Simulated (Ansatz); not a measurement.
**Mo: geometry relaxation (part 1 of 2)**

The run: geometry relaxation of Mo (slab, 5 atoms in the cell). Method and program: DFT PBEsol, scalar-relativistic, plane waves, PAW, no spin polarisation (Ansatz 0.2.0).

The structure derives from an entry of the Crystallography Open Database. The input holds or restrains some coordinates. Forces given for the steps count only the free coordinates. It belongs to a series of runs on one base structure; here: clean slab, lower half held.

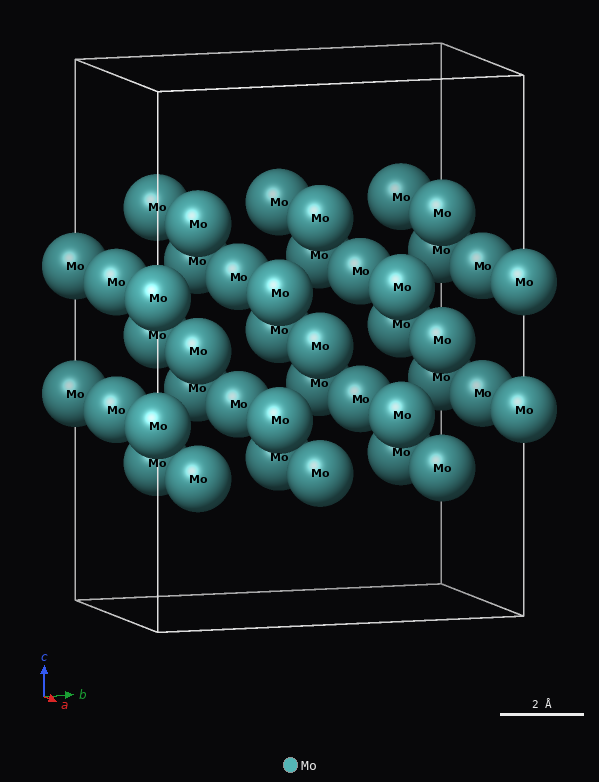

The starting structure (spheres-only view of the 2 × 3 repeat of the cell, with the vacuum cut short, seen slightly off an axis). An atom can appear more than once, as a periodic image.

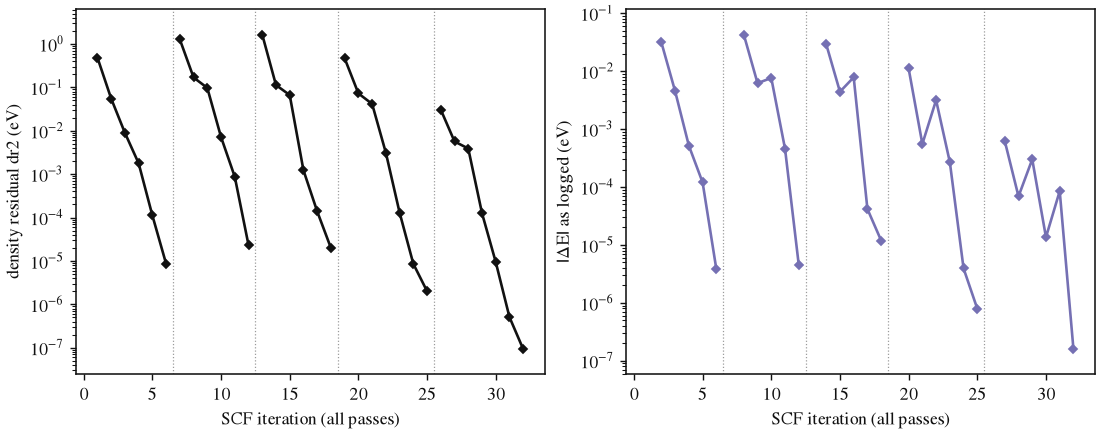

Convergence of the self-consistent field: density residual dr2 and size of the energy change against the SCF iteration. The dotted lines part the SCF passes of the relaxation: geometry steps, rejected trials and re-solves on a re-selected basis. The 5 passes take 6 to 7 iterations each, 32 in all.

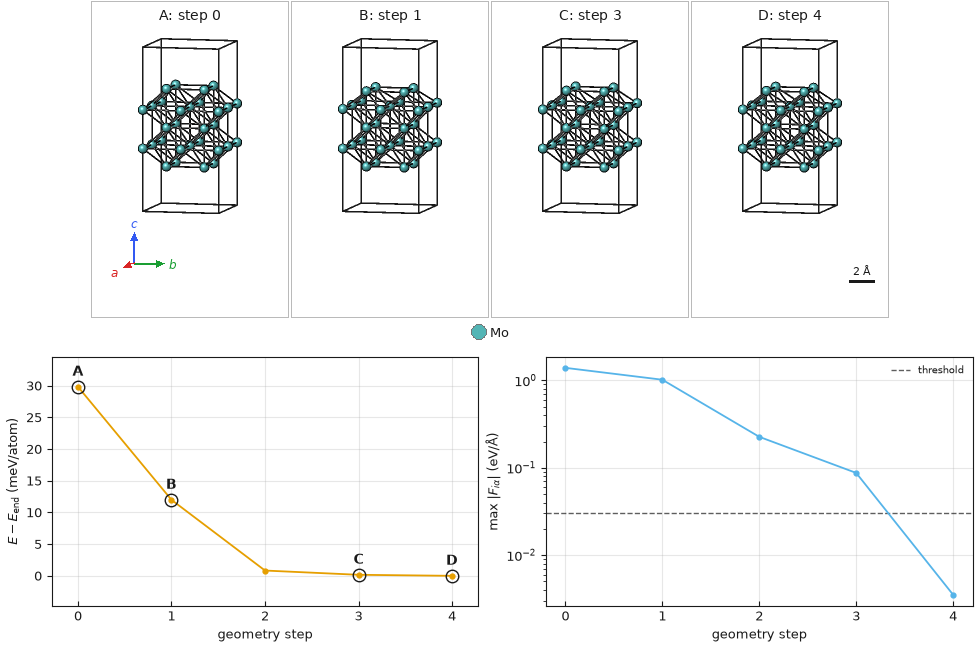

Frames of the restrained relaxation (ball-and-stick view of the 2 × 2 repeat of the cell, with the vacuum cut short, seen slightly off an axis) above the curves, on which the letters mark them (the first geometry is step 0 here and step 1 in the log).

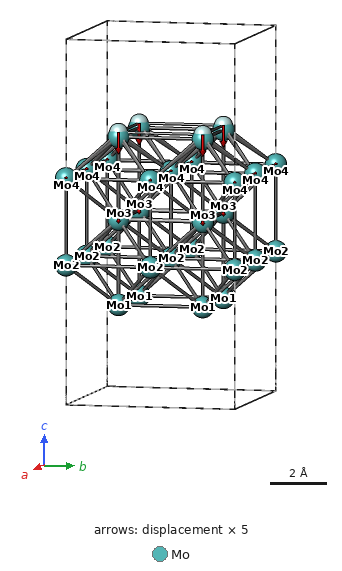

Start (faint) and end (solid) with the displacements as red arrows, magnified 5 times (ball-and-stick view of the 2 × 2 repeat of the cell, with the vacuum cut short, seen slightly off an axis). The atom that moves furthest is Mo5 (0.17 Å). The cell doesn't change. Among the contacts that change: Mo3–Mo5 3.129 → 3.004 Å, Mo4–Mo5 2.710 → 2.607 Å, Mo1–Mo3 3.129 → 3.090 Å, Mo3–Mo4 2.710 → 2.745 Å. The energy falls by 29.8 meV per atom in 4 geometry steps. Largest force component: 1.4 eV/Å at the start, 0.0035 eV/Å at the end. (Atoms are counted from 1 in the order of the input.)

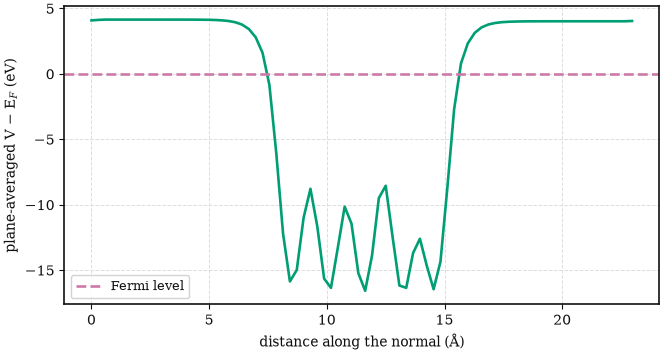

Plane average of the electrostatic potential energy of an electron across the cell, from the Fermi level. The vacuum level lies 4.02 eV above the Fermi level on the upper side and 4.15 eV on the lower.

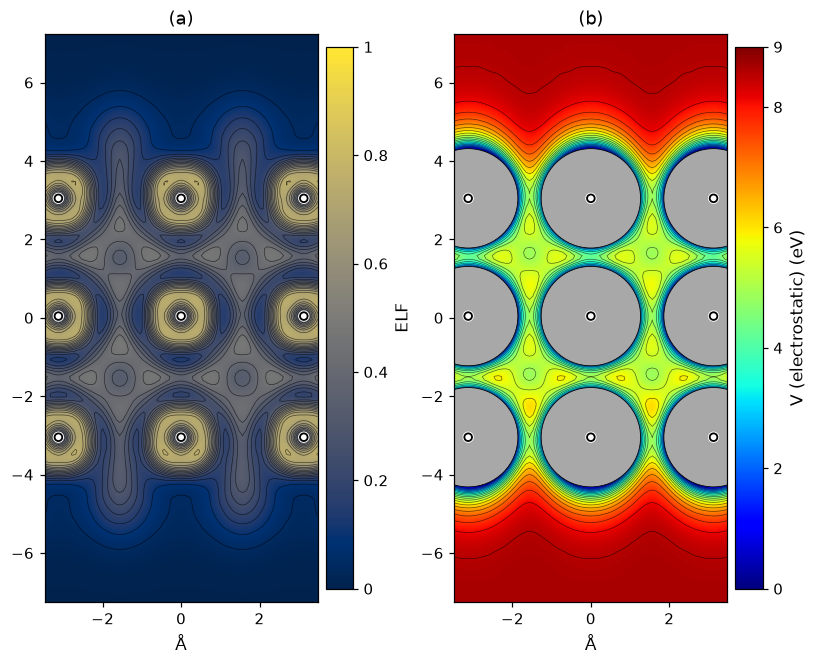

(a) ELF; (b) electrostatic potential energy of an electron on the (100) plane of the calculation cell, a cut from vacuum to vacuum. Circles mark the nuclei in the plane (Mo). Grey discs, where drawn, cover atomic cores. Mo–Mo (3.00 Å): the ELF is about 0.35 at the midpoint (nearly free electrons, as in a simple metal). The strong features right at Mo lie inside the PAW spheres (semicore, d or f shells) and say nothing about bonding. In a PAW calculation such maps are meaningful between the atoms, not at the nuclei.

The input that produced these results follows, with the program's output.

### Input
```yaml
crystal:
  lattice:
    - [3.1293068542, 0.0, 0.0]
    - [0.0, 3.1293068542, 0.0]
    - [0.0, 0.0, 23.2586137085]
  atoms:
    - { symbol: Mo, position: [0.5, 0.5, 0.3654560029] }
    - { symbol: Mo, position: [0.0, 0.0, 0.4327280015] }
    - { symbol: Mo, position: [0.5, 0.5, 0.5] }
    - { symbol: Mo, position: [0.0, 0.0, 0.5672719985] }
    - { symbol: Mo, position: [0.5, 0.5, 0.6345439971] }
basis:
  ecutwfc: 420
kpoints:
  mp_grid: { grid: [9, 9, 1] }
hamiltonian:
  xc: pbesol
scf:
  occupations: { method: gaussian, width: 0.1 }
output:
  forces: true
  eigenvalues: true
  write_density: true
  write_potential: true
  elf: true
  volumetric_format: npy
relax:
  adjacent_minimum: "off"
  f_tol: 0.03
  max_steps: 70
  constraints: [{ sites: [0, 1] }]
efield:
  axis: 3
  dipole_correction: true
  ramp_width: 0.04
```

Launched with:
```bash
ansatz run input.yaml --threads 2 --pin off --max-ram 5120MiB --backend cpu --events-out ev --progress --plain --runs-dir out
```

### What the program printed
```
Engine: ansatz 0.2.0, x86_64-unknown-linux-gnu
Pseudopotentials: kind: paw
Pseudopotential: Mo, paw, valence charge 14, recommended cutoff 420 eV (normal), Mo.paw.azcp
Functional definition: PBEsol
  exchange = pbesol_x
  correlation = pbesol_c
Crystal: 5 atoms, lattice volume = 227.761 Å³
Basis set: ecut = 420 eV, 4493 PW (Γ), exchange–correlation on 48×48×320 points (8 copies of the dense FFT grid, shifted against one another)
Bands: 42, of which v1, the nominal top of the filled ones, is band 35 counted from 1 (34 counted from 0)
Symmetry: 8 space group operations
k-points: 15 of 81
Non-local potential: Mo, projectors of the file, l = 0: 3, l = 1: 2, l = 2: 2, l = 3: 1
PAW form: soft (Blöchl's): semilocal exchange-correlation on the pseudo side does not see the compensation charge
PAW frozen core: Mo, regenerated for the run's functional, and the local potential with it (the file was generated under x = pbe(κ = 0.804, μ = 0.2195149727645171), c = pbe(β = 0.06672455060314922))
PAW one-centre angular grid: Mo, 590 points (default); XC on 64 Gauss nodes
Initial density: superposition of atomic densities (neutral atoms: chi_scale 0, normalization atom), corrected by the library's trained network
Initial wavefunctions: pseudopotential atomic-orbital guess
Functional: x = pbesol(κ = 0.804, μ = 0.12345679012345678), c = pbesol(β = 0.046)
SCF iter   1: F=—  HF=-24482.648727 eV  |F-HF|=—  |Δ(HF+E_count)|=         —  Δρ=8.28e-3  dr2=4.85e-1  ethr=1.77e-3  p=0.000 e·Å  D=1.09e-13 V/Å  ΔV_dip=-0.00 eV  dr2_dipole=8.35e-10  V_vac-E_F(+/−)=4.12/4.12 eV  ⟨swp⟩=8.2  Hψ=2958  notcnv=0
efield: sawtooth ramp at fractional position 0.9800 (placed from the atoms, in the widest stretch of the axis that holds none; the zero of the levels goes with the place), width 0.0400; the density the first Hamiltonian is built on has a dipole p = 0.000 e·Å; the dipole correction subtracts the counter field D = 1.09e-13 V/Å, which shifts the + side's vacuum level by -0.00 eV against the − side's; the planar-averaged density in the ramp window peaks in size at 1.1e-5 e/Å³
preconditioner: auto → LDOS  [metal: Δε(μ)=0.011 eV  Ē_g=3.596 eV  σ=0.100 eV  W_gap=0.06  n_scr=44 (ndim 8)  ℏωp=13.5 eV  f_vac=0.570  D(μ)=8.22/eV (n_scr^D=62)  β→1.0]
SCF iter   2: F=—  HF=-24482.617485 eV  |F-HF|=—  |Δ(HF+E_count)|=   3.12e-2  Δρ=3.62e-3  dr2=5.52e-2  ethr=6.93e-4  p=0.000 e·Å  D=9.24e-6 V/Å  ΔV_dip=-0.00 eV  dr2_dipole=8.55e-10  V_vac-E_F(+/−)=4.09/4.09 eV  ⟨swp⟩=2.1  Hψ=963  notcnv=0  defer=17
SCF iter   3: F=—  HF=-24482.612993 eV  |F-HF|=—  |Δ(HF+E_count)|=   4.49e-3  Δρ=1.34e-3  dr2=8.96e-3  ethr=7.89e-5  p=0.000 e·Å  D=7.31e-6 V/Å  ΔV_dip=-0.00 eV  dr2_dipole=1.44e-10  V_vac-E_F(+/−)=4.09/4.09 eV  ⟨swp⟩=2.1  Hψ=873  notcnv=0  defer=17
SCF iter   4: F=—  HF=-24482.612478 eV  |F-HF|=—  |Δ(HF+E_count)|=   5.16e-4  Δρ=4.23e-4  dr2=1.78e-3  ethr=1.28e-5  p=0.000 e·Å  D=5.76e-6 V/Å  ΔV_dip=-0.00 eV  dr2_dipole=1.30e-10  V_vac-E_F(+/−)=4.10/4.10 eV  ⟨swp⟩=2.1  Hψ=812  notcnv=0  defer=12
SCF iter   5: F=—  HF=-24482.612357 eV  |F-HF|=—  |Δ(HF+E_count)|=   1.20e-4  Δρ=9.76e-5  dr2=1.12e-4  ethr=2.54e-6  p=0.000 e·Å  D=3.87e-6 V/Å  ΔV_dip=-0.00 eV  dr2_dipole=1.11e-14  V_vac-E_F(+/−)=4.11/4.11 eV  ⟨swp⟩=2.0  Hψ=759  notcnv=0  defer=10
SCF iter   6: F=-24482.612360 eV  HF=-24482.612361 eV  |F-HF|=1.61e-6  |Δ(HF+E_count)|=   3.83e-6  Δρ=3.57e-5  dr2=8.63e-6  ethr=3.21e-8  p=0.000 e·Å  D=2.37e-6 V/Å  ΔV_dip=-0.00 eV  dr2_dipole=9.33e-15  V_vac-E_F(+/−)=4.11/4.11 eV  ⟨swp⟩=19.1  Hψ=6711  notcnv=0
SCF 1 converged in 6 iterations: F = -24482.612360 eV  dr2 = 8.63e-6
  greatest PAW one-centre occupation: 0.999 electrons in one spin orbital (limit 2), on the Mo atom at site 0 (counted from 0), in its partial waves of l = 0
relax step   1: F+E_penalty+E_count = -24482.61235966 eV  Δ(F+E_penalty+E_count) = +0.000e0 eV  max|allowed force component| = 1.394e0 eV/Å  Δτ_max = 0.0000 Å  (6 SCF iters, dr2 threshold 2.25e-5 eV, accepted)
Initial density: handed on by an earlier stage of this run
Initial wavefunctions: those handed on with the density
iter 1 solved again at ethr=1.56e-3 eV; its pass at ethr=3.10e-3 eV (dr2=1.09e0 eV) is discarded
SCF iter   1: F=—  HF=-24482.758491 eV  |F-HF|=—  |Δ(HF+E_count)|=         —  Δρ=1.14e-2  dr2=1.27e0  ethr=1.56e-3  p=0.000 e·Å  D=1.57e-6 V/Å  ΔV_dip=-0.00 eV  dr2_dipole=3.10e-1  V_vac-E_F(+/−)=4.13/4.13 eV  ⟨swp⟩=1.5  Hψ=2335  notcnv=0  defer=14
efield: sawtooth ramp at fractional position 0.9800 (handed on by an earlier solve), width 0.0400; the density the first Hamiltonian is built on has a dipole p = 0.000 e·Å; the dipole correction subtracts the counter field D = 1.57e-6 V/Å, which shifts the + side's vacuum level by -0.00 eV against the − side's; the planar-averaged density in the ramp window peaks in size at 2.7e-6 e/Å³
preconditioner: auto → LDOS  [metal: Δε(μ)=0.028 eV  Ē_g=3.731 eV  σ=0.100 eV  W_gap=0.15  n_scr=44 (ndim 8)  ℏωp=13.5 eV  f_vac=0.577  D(μ)=9.05/eV (n_scr^D=70)  β→1.0]
SCF iter   2: F=—  HF=-24482.715845 eV  |F-HF|=—  |Δ(HF+E_count)|=   4.26e-2  Δρ=5.57e-3  dr2=1.69e-1  ethr=1.56e-3  p=0.002 e·Å  D=1.85e-3 V/Å  ΔV_dip=-0.04 eV  dr2_dipole=1.65e-2  V_vac-E_F(+/−)=4.05/4.10 eV  ⟨swp⟩=2.7  Hψ=1004  notcnv=0  defer=15
SCF iter   3: F=—  HF=-24482.709659 eV  |F-HF|=—  |Δ(HF+E_count)|=   6.19e-3  Δρ=3.71e-3  dr2=9.70e-2  ethr=2.41e-4  p=0.002 e·Å  D=1.98e-3 V/Å  ΔV_dip=-0.05 eV  dr2_dipole=7.23e-3  V_vac-E_F(+/−)=4.06/4.11 eV  ⟨swp⟩=2.5  Hψ=1087  notcnv=0  defer=17
SCF iter   4: F=—  HF=-24482.702059 eV  |F-HF|=—  |Δ(HF+E_count)|=   7.60e-3  Δρ=7.71e-4  dr2=7.16e-3  ethr=1.39e-4  p=0.003 e·Å  D=2.04e-3 V/Å  ΔV_dip=-0.05 eV  dr2_dipole=1.47e-3  V_vac-E_F(+/−)=4.06/4.10 eV  ⟨swp⟩=2.0  Hψ=823  notcnv=0  defer=17
SCF iter   5: F=—  HF=-24482.701600 eV  |F-HF|=—  |Δ(HF+E_count)|=   4.59e-4  Δρ=3.37e-4  dr2=8.70e-4  ethr=1.02e-5  p=0.003 e·Å  D=2.54e-3 V/Å  ΔV_dip=-0.06 eV  dr2_dipole=9.75e-5  V_vac-E_F(+/−)=4.05/4.11 eV  ⟨swp⟩=2.0  Hψ=846  notcnv=0  defer=17
SCF iter   6: F=-24482.701590 eV  HF=-24482.701596 eV  |F-HF|=5.82e-6  |Δ(HF+E_count)|=   4.56e-6  Δρ=7.39e-5  dr2=2.33e-5  ethr=1.43e-7  p=0.003 e·Å  D=2.76e-3 V/Å  ΔV_dip=-0.06 eV  dr2_dipole=4.92e-7  V_vac-E_F(+/−)=4.04/4.11 eV  ⟨swp⟩=21.5  Hψ=7357  notcnv=0
SCF 2 converged in 6 iterations: F = -24482.701590 eV  dr2 = 2.33e-5
  greatest PAW one-centre occupation: 0.999 electrons in one spin orbital (limit 2), on the Mo atom at site 4 (counted from 0), in its partial waves of l = 0
relax step   2: F+E_penalty+E_count = -24482.70159002 eV  Δ(F+E_penalty+E_count) = -8.923e-2 eV  max|allowed force component| = 1.019e0 eV/Å  Δτ_max = 0.1946 Å  (6 SCF iters, dr2 threshold 1.00e-4 eV, accepted)
iter 1 solved again at ethr=2.40e-3 eV; its pass at ethr=3.10e-3 eV (dr2=1.68e0 eV) is discarded
```
